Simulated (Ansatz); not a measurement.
**Geometry relaxation of Si25C24 (part 3 of 3)**

Continued. System: Si25C24 (defect cell, 49 atoms in the cell). Method: DFT PBE, scalar-relativistic, plane waves, PAW, spin-polarised (Ansatz 0.2.0); cutoff 420 eV, 2×2×2 k-mesh, Gaussian smearing of 0.05 eV, collinear spins. The structure derives from an entry of the Crystallography Open Database.

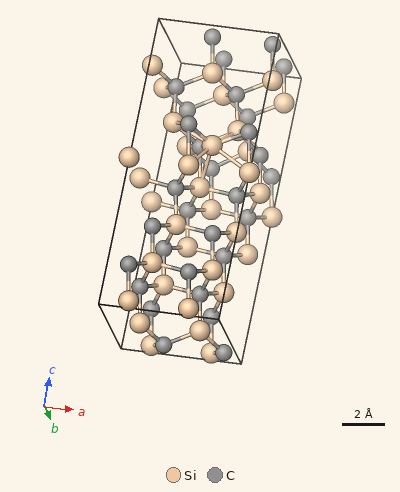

Fig. 1: The geometry at step 4 of the log (ball-and-stick view of the cell of the calculation, seen at an oblique angle).

## Output, continued
```
--- Relaxed structure (6 steps of the walk, 6 accepted, 0 SCFs on fresh bases) ---
  F+E_penalty+E_count = -21917.45349680 eV   max|allowed force component| = 1.536e-2 eV/Å
  atoms:
    - { symbol: Si, position: [0.9873500998709444, 0.16371384902966618, 0.8610609619107078] }
    - { symbol: Si, position: [0.4868052307002969, 0.16631576073951654, 0.8595352429918433] }
    - { symbol: Si, position: [0.9873385315555776, 0.6676847227155801, 0.8610530933222994] }
    - { symbol: Si, position: [0.4834381125907142, 0.6676722421362059, 0.8610638608373059] }
    - { symbol: Si, position: [0.9072486678190813, 0.8322541732337578, 0.3530069825229914] }
    - { symbol: Si, position: [0.4070119106678596, 0.8330659482790065, 0.3527207507750098] }
    - { symbol: Si, position: [0.9072313532390319, 0.333527704498559, 0.3530153157142757] }
    - { symbol: Si, position: [0.40601768198471266, 0.33351435646361927, 0.35299392429382087] }
    - { symbol: Si, position: [0.9901532427213058, 0.4998750252647687, 0.5196396893762992] }
    - { symbol: Si, position: [0.4915715699028836, 0.5020426253169828, 0.514649916340422] }
    - { symbol: Si, position: [0.994905560825684, -0.0012679366518469687, 0.5146494729921668] }
    - { symbol: Si, position: [0.49172747604035333, -0.0010751511876567347, 0.5146454096549239] }
    - { symbol: Si, position: [0.7375699655303412, 0.4994861800592812, 0.024967446512201827] }
    - { symbol: Si, position: [0.23796385992216482, 0.4990867453861011, 0.024593878894644854] }
    - { symbol: Si, position: [0.7371451016446496, 0.9999421129462978, 0.02472079607682166] }
    - { symbol: Si, position: [0.23777182202413658, 0.9999560041710388, 0.02472908626393019] }
    - { symbol: Si, position: [0.7454386033347546, 0.8079003364669464, 0.7007042030329913] }
    - { symbol: Si, position: [0.23490666502252783, 0.8330925744468762, 0.696750098548453] }
    - { symbol: Si, position: [0.7453543968573696, 0.34575160651368747, 0.7007282211536248] }
    - { symbol: Si, position: [0.2076202618815957, 0.34573651382470233, 0.700740446958069] }
    - { symbol: Si, position: [0.8217786441039846, 0.16628496830395442, 0.1898341754469495] }
    - { symbol: Si, position: [0.3219144482546074, 0.16654228666330986, 0.18928795350170624] }
    - { symbol: Si, position: [0.822318267880052, 0.6661916396457132, 0.18923622878446944] }
    - { symbol: Si, position: [0.3219299455692967, 0.6662157954166017, 0.18923822974385873] }
    - { symbol: C, position: [0.9261765154661188, 0.499815646590073, 0.6473054935739307] }
    - { symbol: C, position: [0.4233838148120808, 0.5020250138076129, 0.6506282689086674] }
    - { symbol: C, position: [0.9267843934561741, 0.9986506969954255, 0.6506382960234779] }
    - { symbol: C, position: [0.4234474227064089, 0.998757868406484, 0.6506547679513597] }
    - { symbol: C, position: [0.6755909120906948, 0.49942765329077743, 0.14905576646120994] }
    - { symbol: C, position: [0.17576195832164457, 0.49943955848017246, 0.1487253855458172] }
    - { symbol: C, position: [0.6755111772860244, -0.0002942314846156559, 0.1489120778034077] }
    - { symbol: C, position: [0.17550540350578836, -0.00027506283726056634, 0.1489175713213409] }
    - { symbol: C, position: [0.9246405222616813, 0.16627696584198629, 0.9840030608314001] }
    - { symbol: C, position: [0.4251341985860529, 0.16630106606370162, 0.9830124215696668] }
    - { symbol: C, position: [0.9245782608074803, 0.6663943636522158, 0.9840114793052119] }
    - { symbol: C, position: [0.42459003283105134, 0.6664049729788079, 0.9840215380757107] }
    - { symbol: C, position: [0.8479773366063434, 0.8263578909979556, 0.477726277582451] }
    - { symbol: C, position: [0.34442915206837493, 0.8331721891415492, 0.4780032595778557] }
    - { symbol: C, position: [0.8478628606908719, 0.33645967790610576, 0.47774420715612487] }
    - { symbol: C, position: [0.3376841496637647, 0.3366191155127647, 0.47770497068064915] }
    - { symbol: C, position: [0.6735843747478842, 0.8316307915110691, 0.8206888931436773] }
    - { symbol: C, position: [0.17364391549586744, 0.833077234233751, 0.8191384001602622] }
    - { symbol: C, position: [0.6735606863163437, 0.33381222853653747, 0.820712866614764] }
    - { symbol: C, position: [0.17137405021202484, 0.33381793541854926, 0.8207189359048276] }
    - { symbol: C, position: [0.7596029967014299, 0.1663259047543115, 0.31425803077857883] }
    - { symbol: C, position: [0.2602408437934064, 0.16601013484209412, 0.31321871785499317] }
    - { symbol: C, position: [0.7598164247146624, 0.6665037994309175, 0.3131942375500808] }
    - { symbol: C, position: [0.26024746893659073, 0.6665518909990958, 0.31319154434722485] }
    - { symbol: Si, position: [0.6097125223773108, 0.1665118971472497, 0.6137044867275204] }
--- Löwdin populations: 49 sites ---
  site symbol       q [e]    m [muB]
     0     Si      2.9379     0.0004
     1     Si      2.9348     0.0009
     2     Si      2.9381     0.0008
     3     Si      2.9381     0.0008
     4     Si      2.9392     0.0297
     5     Si      2.9350     0.0271
     6     Si      2.9392     0.0298
     7     Si      2.9392     0.0298
     8     Si      2.9085     0.0300
     9     Si      2.9571     0.0393
    10     Si      2.9570     0.0392
    11     Si      2.9574     0.0391
    12     Si      2.9306    -0.0000
    13     Si      2.9312     0.0000
    14     Si      2.9316     0.0002
    15     Si      2.9316     0.0002
    16     Si      2.9509     0.0048
    17     Si      2.9860    -0.0004
    18     Si      2.9513     0.0052
    19     Si      2.9511     0.0052
    20     Si      2.9177     0.0086
    21     Si      2.9161     0.0086
    22     Si      2.9159     0.0088
    23     Si      2.9159     0.0088
    24      C      5.0072    -0.0018
    25      C      4.9325     0.0049
    26      C      4.9327     0.0050
    27      C      4.9329     0.0049
    28      C      5.0075     0.0048
    29      C      5.0053    -0.0011
    30      C      5.0074     0.0048
    31      C      5.0075     0.0048
    32      C      5.0014    -0.0002
    33      C      4.9944     0.0010
    34      C      5.0011     0.0009
    35      C      5.0011     0.0009
    36      C      4.9812     0.0145
    37      C      5.0184    -0.0086
    38      C      4.9810     0.0147
    39      C      4.9811     0.0147
    40      C      5.0060     0.0021
    41      C      4.9943    -0.0000
    42      C      5.0059     0.0022
    43      C      5.0060     0.0022
    44      C      4.9872    -0.0079
    45      C      4.9955     0.0118
    46      C      4.9956     0.0114
    47      C      4.9955     0.0113
    48     Si      3.3119    -0.0007
  spilling = 0.012235 (of n_electrons = 196.000000)
settings of this run that can trade accuracy for cost: output.eigenvalues: false. Do not mix this run's numbers with those of runs without the same settings; the input reference describes each key
```

## Trajectory as extended XYZ (Å, eV, eV/Å), 4 of the 6 frames kept, from step=1 to step=6
```
49
Lattice="-6.1556 0.0000 0.0000 -3.0778 -5.3350 0.0000 -3.0778 0.0000 15.1219" Properties=species:S:1:pos:R:3:forces:R:3 step=1 energy=-21912.02433
Si   -9.2334   -0.8925   12.9746    0.1208   0.5817  -0.3717
Si   -6.1556   -0.8925   12.9746   -0.0969   0.4189  -0.1065
Si  -10.7723   -3.5600   12.9746   -0.1573   0.4665  -0.3525
Si   -7.6945   -3.5600   12.9746    0.1484   0.6000  -0.2741
Si   -9.2334   -4.4425    5.4136    0.1842  -0.7051  -0.5442
Si   -6.1556   -4.4425    5.4136   -0.1454  -0.5213  -0.6966
Si   -7.6945   -1.7750    5.4136    0.0956  -0.5427  -0.2183
Si   -4.6167   -1.7750    5.4136   -0.1626  -0.2632  -1.1708
Si   -9.2334   -2.6712    7.9254   -0.1967  -0.6085   0.1957
Si   -6.1292   -2.6955    7.9203   -1.7647  -4.4236  -2.5910
Si   -7.7443    0.0180    7.9260   -1.3901  -0.3305  -1.6705
Si   -4.6478    0.0408    7.9181   12.0745   6.2896  -8.4394
Si   -6.1556   -2.6638    0.3644    0.0500   0.4117   0.0698
Si   -3.0778   -2.6638    0.3644   -0.0455   0.5180  -0.0447
Si   -7.6945   -5.3313    0.3644    0.0916   0.4024   0.0239
Si   -4.6167   -5.3313    0.3644   -0.0827   0.4601  -0.0050
Si   -9.2102   -4.4808   10.4551   -2.2507   4.0689   3.1023
Si   -6.1556   -4.4585   10.4529    0.0150   0.7079   1.2452
Si   -7.7536   -1.8001   10.4414   -0.4485   0.7485   2.1343
Si   -4.6071   -1.7949   10.4648    1.8275  -1.3476   2.9222
Si   -6.1556   -0.8765    2.8919   -0.0141  -0.6358   0.1669
Si   -3.0778   -0.8765    2.8919   -0.0004  -0.6783   0.0771
Si   -7.6945   -3.5440    2.8919   -0.0396  -0.6561   0.1459
Si   -4.6167   -3.5440    2.8919    0.0427  -0.6548   0.0215
C    -9.2334   -2.6462    9.8338   -0.9300  -0.9566  -0.9047
C    -6.1989   -2.6107    9.8337    0.7304  -0.7641  -0.5187
C   -10.7708   -5.2989    9.8125    0.1145  -0.9630  -0.2224
C    -7.7539   -5.2848    9.8505    2.6706  -0.7775  -0.5133
C    -6.1556   -2.6888    2.2728    0.0152   0.6135  -0.1787
C    -3.0778   -2.6888    2.2728    0.0012   0.5954  -0.2076
C    -4.6167   -0.0213    2.2728   -0.0007   0.6164  -0.2183
C    -1.5389   -0.0213    2.2728    0.0108   0.6192  -0.1754
C    -9.2334   -0.8536   14.8452   -0.0307  -0.6025   0.3632
C    -6.1556   -0.8536   14.8452    0.0143  -0.5900   0.3886
C   -10.7723   -3.5211   14.8452    0.0468  -0.5826   0.3188
C    -7.6945   -3.5211   14.8452   -0.0229  -0.6108   0.3716
C    -9.2101   -4.5209    7.3165   -1.7624   2.6612  -0.7532
C    -6.1556   -4.4814    7.2842   -0.6098   0.5757   0.6966
C    -7.7048   -1.8422    7.3122   -0.0763   0.8531  -0.3198
C    -4.6413   -1.8098    7.2646    1.4711   0.0553   1.0174
C    -9.2334   -4.4227   12.3516    0.1009  -0.7832  -0.5496
C    -6.1556   -4.4227   12.3516   -0.0625  -0.4944  -0.5501
C    -7.6945   -1.7552   12.3516   -0.0402  -0.4873  -0.6204
C    -4.6167   -1.7552   12.3516   -0.1689  -0.3252  -0.5301
C    -6.1556   -0.9123    4.7906   -0.0013   0.5388   0.0887
C    -3.0778   -0.9123    4.7906    0.0056   0.5624   0.1942
C    -7.6945   -3.5798    4.7906    0.0346   0.4797   0.1175
C    -4.6167   -3.5798    4.7906   -0.0535   0.4601   0.3502
Si   -5.9111   -0.8397    8.8394   -9.3119  -5.0006   8.7357
49
Lattice="-6.1556 0.0000 0.0000 -3.0778 -5.3350 0.0000 -3.0778 0.0000 15.1219" Properties=species:S:1:pos:R:3:forces:R:3 step=3 energy=-21916.98811
Si   -9.2262   -0.8781   13.0019   -0.0111   0.1536   0.0944
Si   -6.1570   -0.8912   13.0088    0.0095   0.1668  -0.0634
Si  -10.7783   -3.5676   13.0027    0.0115   0.0943   0.0806
Si   -7.6762   -3.5647   13.0007   -0.0190   0.0883   0.0089
Si   -9.2379   -4.4387    5.3603   -0.0232  -0.0542   0.0472
Si   -6.1585   -4.4426    5.3332    0.0331  -0.0964  -0.2506
Si   -7.7040   -1.7753    5.3575   -0.0359  -0.1662  -0.0103
Si   -4.6263   -1.7672    5.3742    0.0399  -0.2336  -0.0897
Si   -9.2400   -2.6536    7.9064   -0.3044  -0.1981  -0.3368
Si   -6.1907   -2.7135    7.8212    0.0989  -0.2545  -0.7591
Si   -7.7355    0.0179    7.8220    0.2110  -0.2264  -0.5138
Si   -4.5962    0.0568    7.7942    1.1197   0.0306  -1.1767
Si   -6.1519   -2.6764    0.3724   -0.0373   0.1600   0.0504
Si   -3.0762   -2.6752    0.3649    0.0265   0.1290   0.1083
Si   -7.6923   -5.3449    0.3732   -0.0298   0.1483   0.0650
Si   -4.6167   -5.3431    0.3711    0.0227   0.1101   0.1010
Si   -9.2198   -4.3495   10.5619   -0.3418   0.9669   0.6333
Si   -6.1222   -4.4562   10.4944   -0.1998   0.2723   0.3636
Si   -7.7647   -1.8174   10.5550   -0.1489   0.1092   0.4208
Si   -4.5378   -1.8408   10.5896    0.4617  -0.0791   0.3642
Si   -6.1574   -0.8919    2.8772   -0.0222  -0.1375   0.0904
Si   -3.0816   -0.8966    2.8662    0.0158  -0.1203   0.1289
Si   -7.6979   -3.5590    2.8673    0.0088  -0.1489   0.0946
Si   -4.6138   -3.5552    2.8680   -0.0262  -0.1794   0.1592
C    -9.2290   -2.6413    9.8166   -0.1509  -0.3206  -0.0238
C    -6.1669   -2.6420    9.8273    0.1867  -0.3751  -0.0537
C   -10.7356   -5.3299    9.8044   -0.1950  -0.1134   0.0988
C    -7.7128   -5.2912    9.8373    0.9859  -0.2404  -0.0091
C    -6.1560   -2.6780    2.2638    0.0033   0.1603  -0.1497
C    -3.0774   -2.6796    2.2542   -0.0044   0.1669  -0.1211
C    -4.6196   -0.0118    2.2630    0.0054   0.1570  -0.1299
C    -1.5404   -0.0104    2.2650   -0.0005   0.1605  -0.1488
C    -9.2318   -0.8887   14.8735    0.0143  -0.1408  -0.0182
C    -6.1549   -0.8889   14.8762   -0.0037  -0.1448  -0.0491
C   -10.7690   -3.5592   14.8728   -0.0090  -0.1398  -0.0049
C    -7.6917   -3.5585   14.8715    0.0130  -0.1306  -0.0243
C    -9.2350   -4.4250    7.2610   -0.3789   0.7910  -0.3120
C    -6.1484   -4.4514    7.2110   -0.2330   0.2262   0.3483
C    -7.7350   -1.7963    7.2451   -0.0727   0.1171   0.0294
C    -4.6264   -1.7875    7.2712    0.5632  -0.0454  -0.1024
C    -9.2267   -4.4398   12.4001   -0.0249  -0.1534  -0.2610
C    -6.1491   -4.4421   12.3626    0.0139  -0.1298  -0.1583
C    -7.6930   -1.7759   12.3970    0.0275  -0.0881  -0.2644
C    -4.6133   -1.7725   12.4148   -0.0315  -0.1309  -0.2759
C    -6.1638   -0.8892    4.7672    0.0061   0.1133  -0.0061
C    -3.0864   -0.8954    4.7542   -0.0060   0.2053  -0.0503
C    -7.7004   -3.5589    4.7521    0.0587   0.0918  -0.0456
C    -4.6182   -3.5511    4.7585   -0.0703   0.0636  -0.0816
Si   -6.0561   -0.8691    9.1058   -1.5566  -0.6345   2.2030
49
Lattice="-6.1556 0.0000 0.0000 -3.0778 -5.3350 0.0000 -3.0778 0.0000 15.1219" Properties=species:S:1:pos:R:3:forces:R:3 step=4 energy=-21917.41330
Si   -9.2295   -0.8732   13.0228   -0.0202   0.0856  -0.0104
Si   -6.1546   -0.8875   13.0158    0.0207   0.0283  -0.2044
Si  -10.7811   -3.5637   13.0242   -0.0447   0.0085  -0.0052
Si   -7.6784   -3.5612   13.0235    0.0398  -0.0288  -0.0327
Si   -9.2346   -4.4406    5.3308   -0.0181  -0.0057  -0.0052
Si   -6.1585   -4.4449    5.3162    0.0235  -0.0194   0.0247
Si   -7.6991   -1.7787    5.3313   -0.0140  -0.0262  -0.0167
Si   -4.6152   -1.7788    5.3325    0.0097  -0.0585  -0.0401
Si   -9.2340   -2.6655    7.8534   -0.0565  -0.0479   0.1345
Si   -6.1616   -2.6842    7.7698    0.0013   0.2777   0.2986
Si   -7.7177    0.0127    7.7705    0.3507  -0.2234   0.2883
Si   -4.6148    0.0051    7.7613   -0.0709  -0.1244   0.2936
Si   -6.1535   -2.6669    0.3738   -0.0034   0.0278   0.0244
Si   -3.0756   -2.6651    0.3716    0.0007   0.0001   0.0290
Si   -7.6913   -5.3367    0.3749   -0.0227   0.0510   0.0118
Si   -4.6171   -5.3367    0.3731    0.0197   0.0461   0.0261
Si   -9.2197   -4.3132   10.6056   -0.1021   0.2594   0.1285
Si   -6.1432   -4.4453   10.5263   -0.0582   0.0641   0.3366
Si   -7.7983   -1.8429   10.6018   -0.1006   0.0142   0.0781
Si   -4.5014   -1.8442   10.6127    0.1241  -0.0348   0.0438
Si   -6.1562   -0.8877    2.8630   -0.0017  -0.0438   0.0501
Si   -3.0784   -0.8894    2.8552    0.0089  -0.0615   0.0471
Si   -7.6949   -3.5552    2.8556   -0.0248  -0.0047   0.0198
Si   -4.6154   -3.5544    2.8544    0.0125  -0.0233   0.0476
C    -9.2293   -2.6605    9.8005   -0.0237  -0.0690  -0.1521
C    -6.1538   -2.6660    9.8616    0.0325  -0.1646  -0.2977
C   -10.7671   -5.3270    9.8522   -0.0940  -0.0047  -0.2265
C    -7.6879   -5.3232    9.8753    0.2386  -0.0108  -0.3724
C    -6.1553   -2.6670    2.2506    0.0004   0.0339  -0.0191
C    -3.0770   -2.6683    2.2485   -0.0014   0.0595  -0.0590
C    -4.6175   -0.0004    2.2524    0.0216   0.0200  -0.0521
C    -1.5388    0.0000    2.2515   -0.0155   0.0164  -0.0543
C    -9.2316   -0.8859   14.8814    0.0117  -0.0541   0.0234
C    -6.1544   -0.8876   14.8733   -0.0039  -0.0265   0.0579
C   -10.7709   -3.5564   14.8823    0.0161  -0.0271   0.0214
C    -7.6910   -3.5564   14.8820   -0.0201  -0.0104   0.0052
C    -9.2359   -4.4146    7.2190   -0.1227   0.2187  -0.0412
C    -6.1635   -4.4475    7.2102   -0.0332   0.0509   0.1321
C    -7.7265   -1.7930    7.2180   -0.0388   0.0164   0.0422
C    -4.5941   -1.7977    7.2187    0.1548  -0.0678  -0.0183
C    -9.2299   -4.4378   12.4223   -0.0059   0.0071  -0.0610
C    -6.1517   -4.4428   12.3870    0.0181  -0.0343  -0.0647
C    -7.6968   -1.7784   12.4196   -0.0191  -0.0304  -0.0569
C    -4.6098   -1.7790   12.4267    0.0305  -0.0456  -0.0670
C    -6.1569   -0.8886    4.7424   -0.0007   0.0201   0.0872
C    -3.0797   -0.8893    4.7293    0.0038   0.0588   0.0178
C    -7.6960   -3.5561    4.7290    0.0256   0.0145   0.0172
C    -4.6182   -3.5565    4.7289   -0.0375   0.0088   0.0198
Si   -6.1381   -0.8794    9.2879   -0.2114  -0.1399  -0.4503
49
Lattice="-6.1556 0.0000 0.0000 -3.0778 -5.3350 0.0000 -3.0778 0.0000 15.1219" Properties=species:S:1:pos:R:3:forces:R:3 step=6 energy=-21917.45350
Si   -9.2318   -0.8734   13.0209   -0.0003   0.0001  -0.0032
Si   -6.1539   -0.8873   12.9978   -0.0015  -0.0004   0.0020
Si  -10.7828   -3.5621   13.0208    0.0007   0.0003   0.0004
Si   -7.6810   -3.5620   13.0209    0.0003  -0.0003  -0.0015
Si   -9.2327   -4.4401    5.3381   -0.0035   0.0105  -0.0011
Si   -6.1550   -4.4444    5.3338    0.0008   0.0008   0.0008
Si   -7.6976   -1.7794    5.3383   -0.0054  -0.0028   0.0001
Si   -4.6122   -1.7793    5.3379    0.0081  -0.0087  -0.0004
Si   -9.2328   -2.6668    7.8579    0.0028   0.0007  -0.0038
Si   -6.1551   -2.6784    7.7825    0.0009  -0.0040   0.0068
Si   -7.7043    0.0068    7.7825    0.0010  -0.0017   0.0102
Si   -4.6075    0.0057    7.7824    0.0154   0.0073   0.0027
Si   -6.1543   -2.6648    0.3776   -0.0003  -0.0039  -0.0072
Si   -3.0766   -2.6626    0.3719    0.0010   0.0045  -0.0093
Si   -7.6913   -5.3347    0.3738    0.0076   0.0014  -0.0081
Si   -4.6174   -5.3348    0.3740   -0.0067   0.0011  -0.0099
Si   -9.2318   -4.3101   10.5960   -0.0015  -0.0034   0.0019
Si   -6.1545   -4.4445   10.5362    0.0036  -0.0007  -0.0054
Si   -7.8090   -1.8446   10.5963   -0.0061  -0.0001   0.0072
Si   -4.4989   -1.8445   10.5965   -0.0001   0.0005   0.0009
Si   -6.1546   -0.8871    2.8707    0.0012   0.0013   0.0026
Si   -3.0768   -0.8885    2.8624   -0.0007  -0.0069  -0.0088
Si   -7.6947   -3.5541    2.8616   -0.0070   0.0020  -0.0071
Si   -4.6146   -3.5543    2.8616    0.0070   0.0028  -0.0066
C    -9.2318   -2.6665    9.7885   -0.0015  -0.0003  -0.0064
C    -6.1538   -2.6783    9.8387   -0.0045  -0.0060   0.0001
C   -10.7811   -5.3278    9.8389   -0.0097   0.0017   0.0009
C    -7.6831   -5.3284    9.8391    0.0112   0.0084   0.0007
C    -6.1546   -2.6644    2.2540   -0.0005  -0.0044   0.0046
C    -3.0768   -2.6645    2.2490    0.0005   0.0009   0.0028
C    -4.6156    0.0016    2.2518    0.0031   0.0015   0.0073
C    -1.5378    0.0015    2.2519   -0.0047   0.0023   0.0044
C    -9.2320   -0.8871   14.8800   -0.0010   0.0001   0.0071
C    -6.1543   -0.8872   14.8650    0.0005   0.0004   0.0089
C   -10.7710   -3.5552   14.8801   -0.0005  -0.0006   0.0054
C    -7.6933   -3.5553   14.8803    0.0000  -0.0006   0.0038
C    -9.2335   -4.4086    7.2241    0.0056  -0.0018  -0.0012
C    -6.1557   -4.4450    7.2283   -0.0055   0.0003  -0.0055
C    -7.7251   -1.7950    7.2244    0.0013  -0.0013  -0.0022
C    -4.5850   -1.7959    7.2238   -0.0026   0.0059   0.0000
C    -9.2318   -4.4367   12.4104   -0.0012  -0.0019  -0.0039
C    -6.1541   -4.4445   12.3869   -0.0014  -0.0021  -0.0032
C    -7.6996   -1.7809   12.4107   -0.0019  -0.0001  -0.0030
C    -4.6083   -1.7809   12.4108   -0.0003  -0.0001  -0.0032
C    -6.1550   -0.8873    4.7522    0.0021   0.0003   0.0100
C    -3.0769   -0.8857    4.7365   -0.0036   0.0080   0.0030
C    -7.6924   -3.5558    4.7361    0.0071  -0.0065   0.0029
C    -4.6174   -3.5561    4.7361   -0.0061  -0.0018   0.0016
Si   -6.1545   -0.8883    9.2804   -0.0038  -0.0023   0.0017
```
